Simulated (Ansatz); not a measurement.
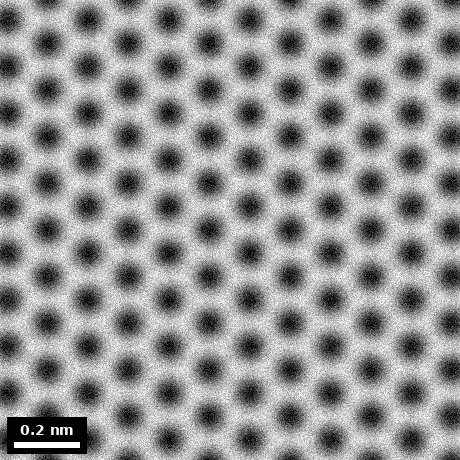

Phase-contrast TEM-like image of Ni (Fm-3m, No. 225) along [111]. Simulated in the weak-phase-object approximation with neutral-atom potentials: 200 kV, Cs = 10 µm, defocus −60 Å (negative is underfocus), defocus spread 8 Å, aperture 1.35 1/Å. Shot noise was added. Structure used: the geometry relaxed with Ansatz 0.2.0, DFT r2SCAN, scalar-relativistic, plane waves, PAW; the starting structure was generated, so it need not be a known form of this composition.

Do the atom columns appear dark or bright, and why?

Dark. With positive Cs and underfocus sin χ is negative over the pass band, so the strongest columns (Ni) come out darker than the background.

What point resolution do these settings give, and which lattice spacings pass?

About 0.7 Å (0.66 |Cs|^(1/4) λ^(3/4) with λ = 0.0251 Å). The spacings that carry visible contrast are {220} at 1.23 Å.
